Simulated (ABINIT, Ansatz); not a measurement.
# A GW chain in ABINIT: NaF (Villiaumite), part 3 of 3

Wanted: ground state, empty states, screening and self-energy for NaF (Villiaumite).

ABINIT 10.8.3; PBE and many-body steps on it, plane waves. Known limits of the many-body steps: not at the basis limit.

So far. Step 4 (Empty states on the mesh, 6×6×6 mesh, 151 bands): On this mesh the gap is 6.390 eV. Step 5 (Screening, 6×6×6 mesh, 143 bands, screening to 239.5 eV): Local fields lower ε∞ by 5 %.

The database entry behind the starting cell differs from later determinations by our own check (0.1 to 0.3 % short, probably kX units), so it need not match the best structure at ambient conditions.

### 6. Self-energy, 6×6×6 mesh, 143 bands, screening to 239.5 eV

The self-energy is evaluated for the states that the input lists, and the levels follow from it, in one-shot runs by the linearised quasiparticle equation.

This step: G0W0 on PBE, plane waves, norm-conserving pseudopotentials.

Contents of run.abi:

```
acell 3*1.0 Angstrom
rprim 
  0.000000000000 2.310000000000 2.310000000000
  2.310000000000 0.000000000000 2.310000000000
  2.310000000000 2.310000000000 0.000000000000
ntypat 2
znucl 11 9
natom 2
typat 1 2
xred 
  0.000000000000 0.000000000000 0.000000000000
  0.500000000000 0.500000000000 0.500000000000
pp_dirpath "pseudos"
pseudos "Na.upf, F.upf"
ecut 38
ngkpt 6 6 6
nshiftk 1
shiftk 0 0 0
kptopt 1
chksymbreak 0
istwfk *1
occopt 1
irdwfk 1
optdriver 4
nband 143
gwcalctyp 0
ecutsigx 38
symsigma 1
nkptgw 1
kptgw 
  0.0000000000 0.0000000000 0.0000000000
bdgw 
  6 12
ecuteps 8.8
irdscr 1
ppmodel 1
indata_prefix "in"
outdata_prefix "out"
tmpdata_prefix "tmp"
```

On the command line:

```bash
$ OMP_NUM_THREADS=1 mpirun -n 8 abinit run.abi > log
```

Numbers of over 12 decimals in the logs are rounded to 6 here.

Log:

```text
.Version 10.8.3 of ABINIT. v10.8.2 released Aug 2026.

 Symmetries : space group Fm -3 m (#225); Bravais cF (face-center cubic)
[... echo of the input left out ...]
== DATASET  1 ==================================================================
-   mpi_nproc: 8, omp_nthreads: 1 (-1 if OMP is not activated)

--- !DatasetInfo
iteration_state: {dtset: 1, }
dimensions: {natom: 2, nkpt: 16, mband: 143, nsppol: 1, nspinor: 1, nspden: 1, mpw: 1874, }
cutoff_energies: {ecut:  38.0, pawecutdg:  -1.0, }
electrons: {nelect:   1.60000000E+01, charge:   0.00000000E+00, occopt:   1.00000000E+00, tsmear:   1.00000000E-02, }

 SIGMA: Calculation of the GW corrections

 Based on a program developped by R.W. Godby, V. Olevano, G. Onida, and L. Reining.
 Incorporated in ABINIT by V. Olevano, G.-M. Rignanese, and M. Torrent.
.Using double precision arithmetic ; gwpc =  8

[... cell and pseudopotentials left out ...]
--------------------------------------------------------------------------------

 ==== K-mesh for the wavefunctions ====
 Number of points in the irreducible wedge :    16
[... list of points left out ...]
 Together with 48 symmetry operations and time-reversal symmetry
 yields   216 points in the full Brillouin Zone.

 ==== Q-mesh for screening function ====
 Number of points in the irreducible wedge :    16
[... list of points left out ...]
 Together with 48 symmetry operations and time-reversal symmetry
 yields   216 points in the full Brillouin Zone.

 vcoul_init : cutoff-mode = AUXILIARY_FUNCTION
 q-points for optical limit:   1
     1)      0.000010    0.000020    0.000030
 setmesh: FFT mesh size selected  =    36x   36x   36
          total number of points  =        46656

 Number of electrons calculated from density =   16.0000; Expected =   16.0000
 average of density, n =  0.096174
 r_s =    1.3540
 omega_plasma =   29.9147 [eV]

 === KS Band Gaps ===
  >>>> For spin  1
   Minimum direct gap =   6.3895 [eV], located at k-point      :   0.0000  0.0000  0.0000
   Fundamental gap    =   6.3895 [eV], Top of valence bands at :   0.0000  0.0000  0.0000
                                       Bottom of conduction at :   0.0000  0.0000  0.0000
 SIGMA fundamental parameters:
 PLASMON POLE MODEL  1
 number of plane-waves for SigmaX                 1837
 number of plane-waves for SigmaC and W            181
 number of plane-waves for wavefunctions          1837
 number of bands                                   143
 number of independent spin polarizations            1
 number of spinorial components                      1
 number of k-points in IBZ                          16
 number of q-points in IBZ                          16
 number of symmetry operations                      48
 number of k-points in BZ                          216
 number of q-points in BZ                          216
 number of frequencies for dSigma/dE                 9
 frequency step for dSigma/dE [eV]                0.25
 number of omega for Sigma on real axis              0
 max omega for Sigma on real axis  [eV]           0.00
 zcut for avoiding poles [eV]                     0.10

 EPSILON^-1 parameters (SCR file):
 dimension of the eps^-1 matrix on file            181
 dimension of the eps^-1 matrix used               181
 number of plane-waves for wavefunctions          1837
 number of bands                                   143
 number of q-points in IBZ                          16
 number of frequencies                               2
 number of real frequencies                          1
 number of imag frequencies                          1

 matrix elements of self-energy operator (all in [eV])

 Perturbative Calculation

--- !SelfEnergy_ee
iteration_state: {dtset: 1, }
kpoint     : [   0.000,    0.000,    0.000, ]
spin       : 1
KS_gap     :    6.390
QP_gap     :   10.565
Delta_QP_KS:    4.176
data: !SigmaeeData |
     Band     E0 <VxcDFT>   SigX SigC(E0)      Z dSigC/dE  Sig(E)    E-E0       E
        6  -1.330 -22.508 -30.235   4.307   0.824  -0.213 -25.328  -2.820  -4.149
        7  -1.330 -22.508 -30.235   4.307   0.824  -0.213 -25.328  -2.820  -4.149
        8  -1.330 -22.508 -30.235   4.307   0.824  -0.213 -25.328  -2.820  -4.149
        9   5.060  -9.465  -5.324  -2.642   0.905  -0.105  -8.109   1.356   6.416
       10  17.827  -7.169  -2.170  -3.210   0.903  -0.107  -5.553   1.616  19.443
       11  17.827  -7.169  -2.170  -3.210   0.903  -0.107  -5.553   1.616  19.443
       12  17.827  -7.169  -2.170  -3.210   0.903  -0.107  -5.553   1.616  19.443

== END DATASET(S) ==============================================================
================================================================================

 -outvars: echo values of variables after computation  --------
           etotal      0.0000000000E+00
            nband         143
             nkpt          16
          spgroup         225
 [... the other variables as echoed above ...]

 Calculation completed.
```

Elapsed: 3.6 s, on 8 MPI ranks of AMD EPYC 9R45, shared host; peak memory 1.4 GiB.

This step gave:

| Property | Result |
| --- | --- |
| G0W0 gap on the points computed | 10.57 eV |
| starting gap on the mesh | 6.390 eV |
| k of the valence top | 0, 0, 0 |
| k of the conduction bottom | 0, 0, 0 |
| Z at the valence top | 0.824 |
| Z at the conduction bottom | 0.905 |
| least direct G0W0 gap on the computed points | 10.57 eV |

The gap on the mesh goes from 6.39 eV to 10.57 eV, a correction of +4.18 eV.

Limits: finite bands, cutoff and mesh. v1 is the top filled band, c1 the lowest empty one. Levels before and after the correction, in eV, zero at the valence-band top of each column:

|  | conduction bottom | valence top |
| --- | --- | --- |
| Kohn-Sham | 6.39 | 0.00 |
| G0W0 | 10.56 | 0.00 |

|  | level | energy (eV) |
| --- | --- | --- |
| Kohn-Sham | Γ v3-v1 | 0.000 |
| Kohn-Sham | Γ c1 | 6.390 |
| Kohn-Sham | Γ c2-c4 | 19.156 |
| G0W0 | Γ v3-v1 | 0.000 |
| G0W0 | Γ c1 | 10.565 |
| G0W0 | Γ c2-c4 | 23.592 |

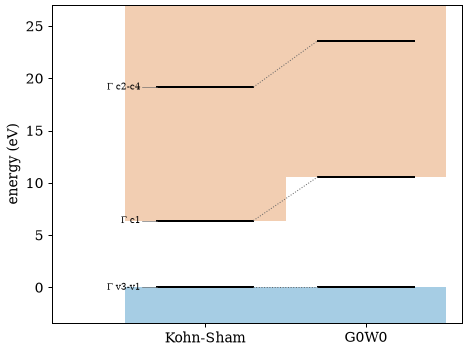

Levels before and after the correction. Shaded: valence and conduction bands.

### 7. Where the time went

Times are wall times on 8 MPI ranks of AMD EPYC 9R45, shared host, good to a factor of about two.

| step | time | share | memory (GiB) |
| --- | --- | --- | --- |
| ground state | 3.1 s | 9 % | 0.59 |
| bands along the symmetry lines | 2.5 s | 7 % | 0.08 |
| empty states on the mesh | 5.2 s | 15 % | 2.0 |
| screening | 21 s | 59 % | 1.7 |
| self-energy | 3.6 s | 10 % | 1.4 |

### 8. Summary of results

* PBE gap: 6.39 eV, direct
* G0W0 gap on the mesh: 10.57 eV
* GW settings: 6×6×6 mesh, 143 bands, screening to 239.5 eV, Godby-Needs plasmon pole
* known limits: not at the basis limit

G0W0 moves the gap on the mesh from 6.39 eV to 10.57 eV (+4.18 eV), with Z of 0.82 and 0.91 at the edges. Local fields lower the RPA ε∞ on this mesh from 1.90 to 1.80. Only 1 of the mesh's irreducible points was corrected, so a valley elsewhere could overtake. The dearest step here is «screening». Bands and cutoff are finite, so the gap is not at the basis limit. The miss can reach some tenths of an eV and take either sign; the mesh is an error of its own. In the G0W0 run levels were corrected at 1 k point alone, so a gap called «on the mesh» is the least over those, and an edge elsewhere would be missed.

[Paths, hosts, dates, memory and timing lines, banners, echoed tables and standing remarks are left out of the program output.]

[Logs are printed without paths, hosts, clocks, repeated set-up lines and the standing remarks that a program may print on its own settings, such as how far it seeks lower states.]

[Runs of the session that timed out or met a known fault of the program may be left out.]

[Hosts, paths, dates, database ids (printed as entryN), source tags and the programs' standing remarks are cut or masked in the printed files.]

[G0W0 gaps are taken among the corrected bands and points alone; a level outside them can change the order at an edge.]

[Where Ansatz stands beside ABINIT at settings called matched, ABINIT's density can come from a denser mesh and the files from another edition; pairs whose starting gaps differed by over 0.03 eV were left out, so agreement reads better than it is.]
